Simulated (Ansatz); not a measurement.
**Pd(100) / 1 layer Au(100) / Pd(100): resistance against film thickness**

Wanted: interface resistance and thickness dependence for Pd(100) / 1 layer Au(100) / Pd(100).

Main program and level: Ansatz 0.2.0; Ansatz plane-wave DFT, PBEsol, PAW files; ballistic transport by layer matching (Landauer), zero bias.

## 1. The structure

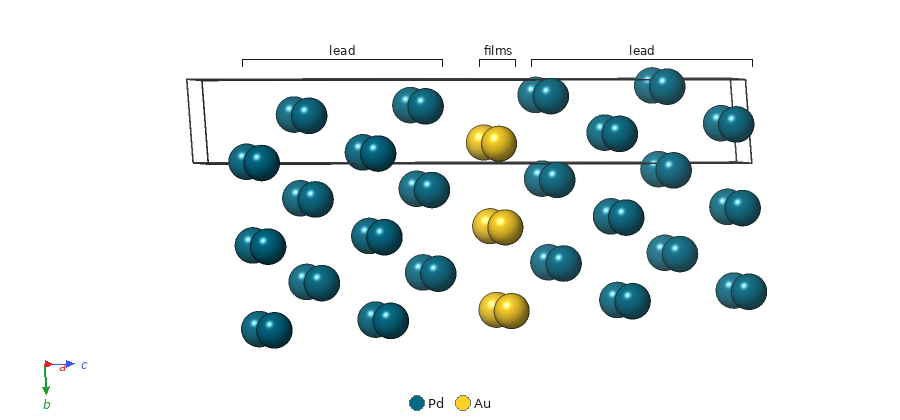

Start, viewed from the side, with the c axis across the page; palladium blue, gold yellow. 2×3×1 cells are drawn.

The cell holds 9 atoms: 8 Pd and 1 Au. Cell: a = 2.751 Å, b = 2.751 Å, c = 17.907 Å, α = 85.6°, β = 85.6°, γ = 90.0°. It derives from Pd and Au. Regions: lead, 8 atoms (8 Pd); films, 1 atom (1 Au). The structure is stacked along c, and the current runs across the ab planes.

As a file:

```cif
data_structure
_symmetry_space_group_name_H-M 'P 1'
_symmetry_Int_Tables_number 1
_cell_length_a 2.7505
_cell_length_b 2.7505
_cell_length_c 17.9066
_cell_angle_alpha 85.595
_cell_angle_beta 85.595
_cell_angle_gamma 90.000
_cell_volume 134.67
loop_
_atom_site_label
_atom_site_type_symbol
_atom_site_fract_x
_atom_site_fract_y
_atom_site_fract_z
_atom_site_occupancy
Pd1 Pd 0.97269 0.97269 0.05463 1
Pd2 Pd 0.41806 0.41806 0.16389 1
Pd3 Pd 0.86343 0.86343 0.27315 1
Pd4 Pd 0.30880 0.30880 0.38241 1
Au5 Au 0.75000 0.75000 0.50000 1
Pd6 Pd 0.19120 0.19120 0.61759 1
Pd7 Pd 0.63657 0.63657 0.72685 1
Pd8 Pd 0.08194 0.08194 0.83611 1
Pd9 Pd 0.52731 0.52731 0.94537 1
```

## 2. With 1 layer

The film is laid into the lead at the lead's in-plane lattice, and the cell closes on the lead's own image. The mesh across the current, 26×26, is finer than the density's, because channels open and close sharply across the zone. Energies from -1 to 1 eV in steps of 0.036 eV cover the slope of the Fermi function at 300 K, so the program can form a conductance.

input.yaml reads:

```yaml
crystal:
  lattice:
    - [2.7505039575, 0.0, 0.0]
    - [0.0, 2.7505039575, 0.0]
    - [1.3752519787, 1.3752519787, 17.8006909768]
  atoms:
    - { symbol: Pd, position: [0.9726850491, 0.9726850491, 0.0546299018] }
    - { symbol: Pd, position: [0.4180551473, 0.4180551473, 0.1638897054] }
    - { symbol: Pd, position: [0.8634252455, 0.8634252455, 0.273149509] }
    - { symbol: Pd, position: [0.3087953437, 0.3087953437, 0.3824093126] }
    - { symbol: Au, position: [0.75, 0.75, 0.5] }
    - { symbol: Pd, position: [0.1912046563, 0.1912046563, 0.6175906874] }
    - { symbol: Pd, position: [0.6365747545, 0.6365747545, 0.726850491] }
    - { symbol: Pd, position: [0.0819448527, 0.0819448527, 0.8361102946] }
    - { symbol: Pd, position: [0.5273149509, 0.5273149509, 0.9453700982] }
kpoints:
  mp_grid: { grid: [14, 14, 3] }
hamiltonian:
  xc: pbesol
scf:
  occupations: { method: fermi_dirac, width: 0.1 }
output:
  transmission: { leads: [[0, 1]], kmesh: [26, 26], e_range: [-1.0, 1.0], de: 0.036 }
  write_potential: true
  write_density: true
  volumetric_format: npy
  elf: true
```

On the command line:

```bash
> ansatz run input.yaml --threads 4 --pin off --max-ram 8192MiB --backend cpu --events-out ev --progress --plain --runs-dir out
```

Numbers of over 12 decimals in the logs are rounded to 6 here.

What it wrote:

```text
Warning: crystal.symmetry: narrowed to the stabiliser of the k-point mesh — unitary ops 16 → 4; excluded 12 operations that carry a point of the 14×14×3 mesh (shift [0, 0, 0]) off the mesh (the run samples exactly the mesh kpoints.mp_grid names, as under crystal.symmetry.detect: false, and its converged state has the mesh's symmetry, not the crystal's; ε∞, the Born charges and the force constants of a linear response (`dielectric:` by the response, `phonons.method: dfpt`) are averaged over those of the crystal's operations that the state keeps within a tolerance, where `mesh_tensors`, `unaveraged_element` or `gamma_mean_max_change_ev_ang2` stands beside them; [rest of the remark cut]
Engine: ansatz 0.2.0, x86_64-unknown-linux-gnu
Pseudopotentials: kind: paw
Pseudopotential: Pd, paw, valence charge 18, recommended cutoff 420 eV (normal), Pd.paw.azcp
Pseudopotential: Au, paw, valence charge 19, recommended cutoff 420 eV (normal), Au.paw.azcp
Functional definition: PBEsol
  exchange = pbesol_x
  correlation = pbesol_c
Crystal: 9 atoms, lattice volume = 134.667 Å³
Basis set: ecut = 420 eV, 2671 PW (Γ)
Bands: 98, of which v1, the nominal top of the filled ones, is band 82 counted from 1 (81 counted from 0)
Symmetry: 4 space group operations
k-points: 162 of 588
Non-local potential: Pd, projectors of the file, l = 0: 2, l = 1: 2, l = 2: 2, l = 3: 1
Non-local potential: Au, projectors of the file, l = 0: 3, l = 1: 2, l = 2: 2, l = 3: 1
PAW form: soft (Blöchl's): semilocal exchange-correlation on the pseudo side does not see the compensation charge
PAW frozen core: Pd, regenerated for the run's functional, and the local potential with it (the file was generated under x = pbe(κ = 0.804, μ = 0.219515), c = pbe(β = 0.066725))
PAW frozen core: Au, regenerated for the run's functional, and the local potential with it (the file was generated under x = pbe(κ = 0.804, μ = 0.219515), c = pbe(β = 0.066725))
PAW one-centre angular grid: Pd, 590 points (default); XC on 64 Gauss nodes
PAW one-centre angular grid: Au, 590 points (default); XC on 64 Gauss nodes
Initial density: superposition of atomic densities (neutral atoms: chi_scale 0, normalization atom), corrected by the library's trained network
Initial wavefunctions: pseudopotential atomic-orbital guess
Functional: x = pbesol(κ = 0.804, μ = 0.123457), c = pbesol(β = 0.046)
SCF iter   1: F=—  HF=-68260.727507 eV  |F-HF|=—  |Δ(HF+E_count)|=         —  Δρ=1.65e-2  dr2=4.23e0  ethr=1.77e-3  ⟨swp⟩=5.2  Hψ=55455  notcnv=0  defer=467
preconditioner: auto → Kerker (q_TF=auto, 2.817 Å⁻¹)  [metal: Δε(μ)=0.002 eV  Ē_g=9.001 eV  σ=0.100 eV  W_gap=0.01  n_scr=54 (ndim 8)  ℏωp=30.5 eV  f_vac=0.000  D(μ)=15.66/eV (n_scr^D=200)]
SCF iter   2: F=—  HF=-68260.672390 eV  |F-HF|=—  |Δ(HF+E_count)|=   5.51e-2  Δρ=7.06e-3  dr2=1.53e0  ethr=1.77e-3  ⟨swp⟩=1.0  Hψ=18310  notcnv=0  defer=477
SCF iter   3: F=—  HF=-68260.650923 eV  |F-HF|=—  |Δ(HF+E_count)|=   2.15e-2  Δρ=1.62e-3  dr2=2.05e-1  ethr=9.36e-4  ⟨swp⟩=1.0  Hψ=15025  notcnv=0  defer=528
SCF iter   4: F=—  HF=-68260.646786 eV  |F-HF|=—  |Δ(HF+E_count)|=   4.14e-3  Δρ=6.60e-4  dr2=6.44e-3  ethr=1.26e-4  ⟨swp⟩=1.0  Hψ=15025  notcnv=0  defer=528
SCF iter   5: F=—  HF=-68260.646361 eV  |F-HF|=—  |Δ(HF+E_count)|=   4.25e-4  Δρ=1.66e-4  dr2=2.30e-4  ethr=3.95e-6  ⟨swp⟩=1.0  Hψ=18322  notcnv=0  defer=541
SCF iter   6: F=—  HF=-68260.646352 eV  |F-HF|=—  |Δ(HF+E_count)|=   9.53e-6  Δρ=8.75e-5  dr2=8.83e-5  ethr=1.41e-7  ⟨swp⟩=1.1  Hψ=15031  notcnv=0  defer=541
SCF iter   7: F=—  HF=-68260.646350 eV  |F-HF|=—  |Δ(HF+E_count)|=   1.59e-6  Δρ=1.82e-5  dr2=3.96e-6  ethr=5.42e-8  ⟨swp⟩=1.0  Hψ=15020  notcnv=0  defer=541
SCF iter   8: F=—  HF=-68260.646350 eV  |F-HF|=—  |Δ(HF+E_count)|=   2.60e-7  Δρ=7.65e-6  dr2=4.75e-7  ethr=2.43e-9  ⟨swp⟩=1.1  Hψ=15052  notcnv=0  defer=541
SCF iter   9: F=-68260.646350 eV  HF=-68260.646350 eV  |F-HF|=7.25e-9  |Δ(HF+E_count)|=   2.70e-8  Δρ=1.58e-6  dr2=9.15e-9  ethr=6.13e-11  ⟨swp⟩=7.9  Hψ=42602  notcnv=0
SCF 1 converged in 9 iterations: F = -68260.646350 eV  dr2 = 9.15e-9
  greatest PAW one-centre occupation: 1.001 electrons in one spin orbital (limit 2), on the Au atom at site 4 (counted from 0), in its partial waves of l = 0
transmission: 551 of 5490 steps passed
transmission: 1099 of 5490 steps passed
[...]
transmission: 5490 of 5490 steps passed
SCF converged after 9 iterations
Free energy (F): -68260.646350 eV
Harris-Foulkes:  -68260.646350 eV  (|F-HF|=7.25e-9)
Internal energy: -68260.136131 eV  (E = F + TS)
E sigma→0 (E₀):  -68260.391240 eV
Entropy (-TS):   -0.510219 eV (-56.691 meV/atom)
Fermi energy:    19.779308 eV
--- Per-component energies (eV) ---
  E_band       = -1311.899293
  E_kinetic    = 4711.681165
  E_local      = -15729.678733  (includes V_loc(G=0)·N_el)
  E_nonlocal   = 1831.565661
  E_hartree    = 6419.029303
  E_xc         = -1568.155425
  E_vxc        = -1964.161174  (∫ρ·V_xc dr)
  E_paw        = -39043.801439  (= ΣΔE_a)
  E_vpaw       = -2999.365907  (= ΣTr[D̂ρ^β])
  E_aug_tail   = 0.003315  (compensation charges beyond the density's cutoff)
  E_ewald      = -24883.509649
  E_core_change = 2.729672  (= ΣΔE_core)
  E_smearing   = -0.510219  (= −TS)
  E_closure    = -0.000000  (closes the sum)
  Σ components = -68260.646350   (vs F -68260.646350, Δ=0.00e0)
--- Band table (eV; the first three rows and the last of 162) ---
  k-point 0: bands = [... 78 lower, 19.0732, 19.0734, 19.2915, 19.4533, 19.6273, 19.6886, 19.7657, 19.7658, ... 12 higher]
  k-point 1: bands = [... 78 lower, 19.2702, 19.2703, 19.4758, 19.6114, 19.6325, 19.6327, 19.6949, 19.9420, ... 12 higher]
  k-point 2: bands = [... 78 lower, 19.3014, 19.3945, 19.4363, 19.4884, 19.5592, 19.5726, 19.6905, 19.8286, ... 12 higher]
  k-point 161: bands = [... 78 lower, 20.0786, 20.1775, 20.1780, 22.9301, 23.1287, 23.8405, 24.2377, 25.1582, ... 12 higher]
--- Transmission ---
  basis      : 69 plane waves across, 30 finite elements along
  points     : 183, standing for a mesh of 26 x 26
  filling    : by the input's occupations and mesh, since the crystals that have channels conduct as metals do. If one of these is a semiconductor, that mesh has misplaced its level
  energies   : 56 from -1.000000 to 0.980000 eV about the Fermi level, 0.036000 eV apart; the leads are filled to 0.000000 eV, and channels, transmission and decay are at 0.008000 eV
  crystal 0  : Pd1, at the sites [0, 1], period 1.9449 Å, over 15.56 Å; its Hamiltonian steps by up to 7.0 meV
    offset         : up to 0.0000 Å between an atom of the period and one for which it stands
    filled         : 31.8 meV over the level at which it is neutral
    channels       : 1.457101e0 a spin
    conductance    : 1.6019e15 S/m² at 300 K; may be off by some 0.0 % by where its bands' edges are placed, 4.3 % from the k-mesh, 12.8 % from the distance to neutral
    slowest decay  : 0.0177 /Å at (-0.3846, 0.0769)
  junction   : crystal 0 to crystal 0, 0.70 to 16.55 Å
    transmission   : 7.736282e-1 a spin
    conductance    : 8.3260e14 S/m² at 300 K (8.0210e14 on every other point, 8.3499e14 on every other energy)
    error estimate : 0.3 % from the energy spacing and 0.2 % from band edges of the leads and from resonances (wavevectors taken as independent; lower de), 4.3 % from the k-mesh, 5.1 % from the steps of its leads' Hamiltonians or their offsets (lay more layers), 8.1 % from the distance to neutral
    resistance     : 5.7690e-4 Ω µm² beyond half of each lead's own
```

Wall time 3 min (4 threads of Intel Xeon Platinum 8488C (Sapphire Rapids), shared host); peak memory 1.6 GiB; 11 min of CPU time.

Numbers from this step:

- free energy: -68260.6463 eV
- energy at zero smearing: -68260.3912 eV
- Fermi energy: 19.78 eV
- cell area: 7.565 Å²
- step of the lead's potential: 7 meV
- ballistic conductance of the lead: 1.60e15 S/m²
- estimated errors of the lead's conductance: 0, 4.3, 12.8 % (band edges, k-mesh, distance from neutral)
- lead conductance per cell: 1.564 G₀
- conductance of the junction: 8.33e14 S/m²
- junction conductance per cell: 0.8130 G₀
- estimated errors of the junction's conductance: 0.3, 0.2, 4.3, 5.1, 8.1 % (energy step, band edges, k-mesh, leads' steps, distance from neutral)
- area resistance that the stack adds (contact term taken off, spin by spin): 0.5769 fΩ m²

Per spin. Table of transmission, zone mean by energy, zero at the Fermi level:

```tsv
energy (eV)	transmission, zone mean
-1.000	1.29
-0.928	1.30
-0.892	1.30
-0.784	1.28
-0.640	1.27
-0.532	1.32
-0.460	1.33
-0.424	1.33
-0.316	1.26
-0.172	1.16
-0.064	0.965
0.008	0.774
0.044	0.746
0.152	0.640
0.296	0.581
0.404	0.618
0.512	0.627
0.620	0.648
0.764	0.657
0.872	0.676
0.980	0.697
```

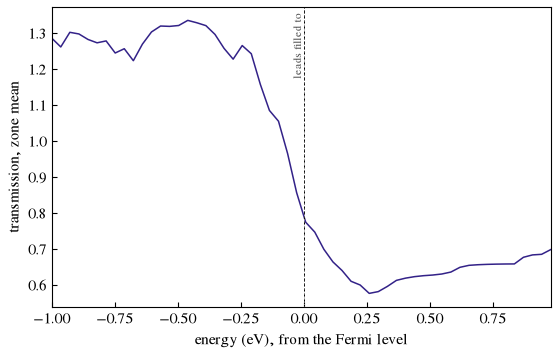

Transmission, zone mean against energy.

Per spin. Open channels, zone mean, lead against energy, zero at the Fermi level:

```tsv
energy (eV)	open channels, zone mean, lead
-1.000	2.23
-0.784	2.21
-0.604	2.19
-0.388	2.32
-0.208	2.54
0.008	1.46
0.188	0.954
0.404	0.670
0.584	0.694
0.800	0.717
```

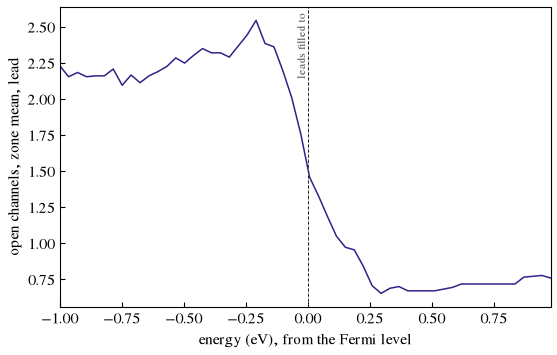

Open channels, zone mean, lead, plotted against energy.

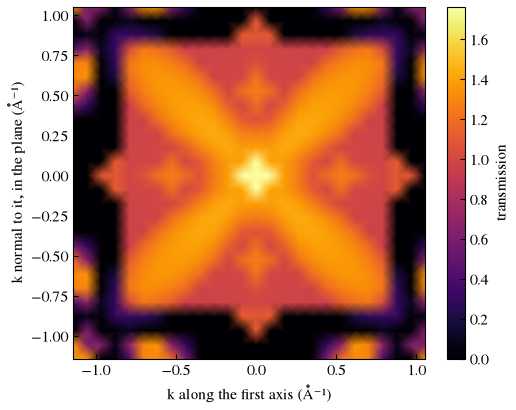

Transmission over k1 and k2. At 0.0080 eV from the Fermi level.

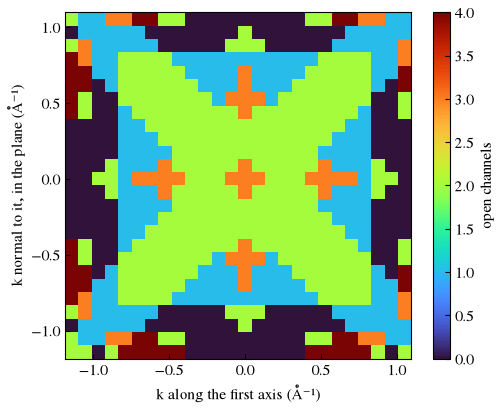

Open channels over k1 and k2. At 0.0080 eV from the Fermi level.

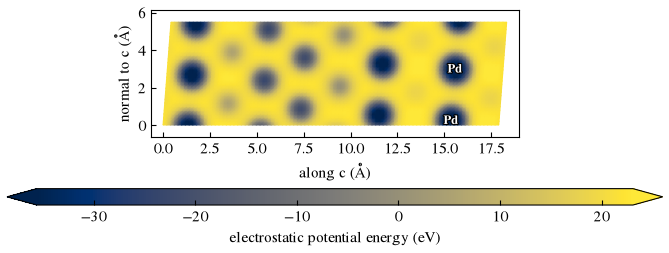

Electrostatic potential energy in the ca plane at fractional y = 0.082, with atoms of Pd within 0.2 Å of it. With pseudopotentials it is smooth inside the atoms' cores, unlike the true potential.

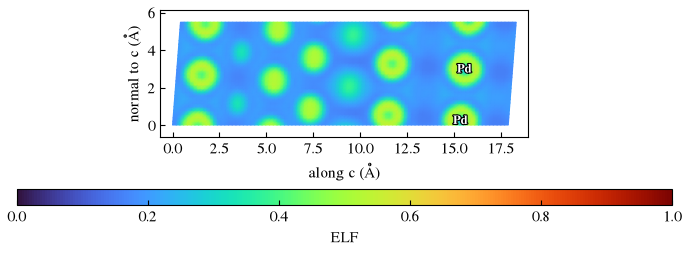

ELF in the ca plane at fractional y = 0.082, with atoms of Pd within 0.2 Å of it. It is the smooth field of the valence electrons, not physical close to the nuclei.

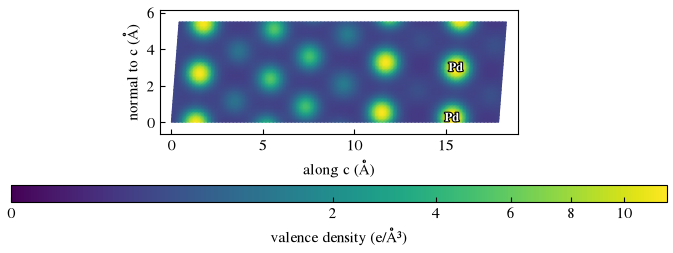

Valence density in the ca plane at fractional y = 0.082, with atoms of Pd within 0.2 Å of it. It is the smooth field of the valence electrons, not physical close to the nuclei. The colour scale is stretched toward low values.

The lead's potential steps by 7 meV from period to period, small in itself. The program estimates the junction's conductance to 4.3 % from the k-mesh, 8.1 % from the leads' distance from neutral and 5.1 % from their steps.

By hand: 1/G − 1/G_lead = 1/0.8326 − 1/1.602 = 0.577 fΩ m² with G in 10¹⁵ S/m².

## 3. With 3 layers, k-mesh 14×14×2, film layers 3

The stack now holds 3 film layers; the k-mesh follows the cell, and the energies span -0.27 to 0.27 eV.

System of this step: Pd(100) / 3 layers Au(100) / Pd(100). The cell holds 11 atoms: 8 Pd and 3 Au. Its edges and angles: a = 2.751 Å, b = 2.751 Å, c = 22.368 Å, α = 86.5°, β = 86.5°, γ = 90.0°. It derives from Pd and Au. Regions: lead, 8 atoms (8 Pd); films, 3 atoms (3 Au). The structure is stacked along c, and the current runs across the ab planes.

input.yaml reads:

```yaml
crystal:
  lattice:
    - [2.7505039575, 0.0, 0.0]
    - [0.0, 2.7505039575, 0.0]
    - [1.3752519787, 1.3752519787, 22.2836729304]
  atoms:
    - { symbol: Pd, position: [0.9781802129, 0.9781802129, 0.0436395743] }
    - { symbol: Pd, position: [0.4345406386, 0.4345406386, 0.1309187228] }
    - { symbol: Pd, position: [0.8909010643, 0.8909010643, 0.2181978714] }
    - { symbol: Pd, position: [0.34726149, 0.34726149, 0.3054770199] }
    - { symbol: Au, position: [0.8002944686, 0.8002944686, 0.3994110628] }
    - { symbol: Au, position: [0.25, 0.25, 0.5] }
    - { symbol: Au, position: [0.6997055314, 0.6997055314, 0.6005889372] }
    - { symbol: Pd, position: [0.15273851, 0.15273851, 0.6945229801] }
    - { symbol: Pd, position: [0.6090989357, 0.6090989357, 0.7818021286] }
    - { symbol: Pd, position: [0.0654593614, 0.0654593614, 0.8690812772] }
    - { symbol: Pd, position: [0.5218197871, 0.5218197871, 0.9563604257] }
kpoints:
  mp_grid: { grid: [14, 14, 2] }
hamiltonian:
  xc: pbesol
scf:
  occupations: { method: fermi_dirac, width: 0.1 }
output:
  transmission:
    leads: [[0, 1]]
    kmesh: [26, 26]
    e_range: [-0.27, 0.27]
    de: 0.036
  write_potential: true
  write_density: true
  volumetric_format: npy
```

What it wrote:

```text
[...]
Crystal: 11 atoms, lattice volume = 168.582 Å³
Basis set: ecut = 420 eV, 3367 PW (Γ)
Bands: 121, of which v1, the nominal top of the filled ones, is band 101 counted from 1 (100 counted from 0)
Symmetry: 4 space group operations
k-points: 114 of 392
[...]
--- Transmission ---
  basis      : 69 plane waves across, 33 finite elements along
  points     : 183, standing for a mesh of 26 x 26
[...]
filled         : 32.3 meV over the level at which it is neutral
    channels       : 1.421598e0 a spin
[...]
slowest decay  : 0.0276 /Å at (-0.4615, 0.1923)
  junction   : crystal 0 to crystal 0, 0.70 to 21.04 Å
    transmission   : 5.597374e-1 a spin
[...]
resistance     : 1.1337e-3 Ω µm² beyond half of each lead's own
[key lines of the parts left out:]
SCF converged after 10 iterations
Free energy (F): -94274.845624 eV
Fermi energy:    19.929890 eV
```

Elapsed: 1.9 min, on 4 threads; peak memory 1.8 GiB.

This step gave:

- free energy: -94274.8456 eV
- energy at zero smearing: -94274.5915 eV
- Fermi energy: 19.93 eV
- step of the lead's potential: 10.6 meV
- estimated errors of the lead's conductance: 0, 4.3, 13 % (band edges, k-mesh, distance from neutral)
- lead conductance per cell: 1.562 G₀
- conductance of the junction: 5.69e14 S/m²
- junction conductance per cell: 0.5551 G₀
- estimated errors of the junction's conductance: 0.4, 0, 6.1, 1.7, 0.5 % (energy step, band edges, k-mesh, leads' steps, distance from neutral)
- area resistance that the stack adds (contact term taken off, spin by spin): 1.134 fΩ m²

Per spin. The transmission, zone mean by energy, zero at the Fermi level:

```tsv
energy (eV)	transmission, zone mean
-0.270	0.697
-0.234	0.703
-0.198	0.677
-0.162	0.622
-0.126	0.588
-0.090	0.569
-0.054	0.555
-0.018	0.550
0.018	0.560
0.054	0.559
0.090	0.557
0.126	0.556
0.162	0.555
0.198	0.566
0.234	0.565
0.270	0.565
```

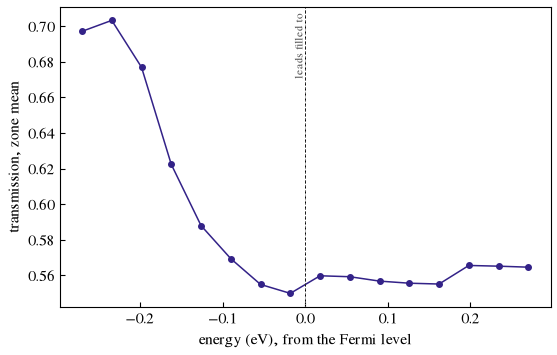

Transmission, zone mean, plotted against energy.

The conductance of the junction is 5.7e14 S/m², 32 % under the 8.3e14 S/m² of the last finished run.

[end of part 1 of 2]

[Logs are printed without paths, hosts, clocks, repeated set-up lines and the standing remarks that a program may print on its own settings, such as how far it seeks lower states.]

[Hosts, paths, dates, database ids (printed as entryN), source tags and the programs' standing remarks are cut or masked in the printed files.]
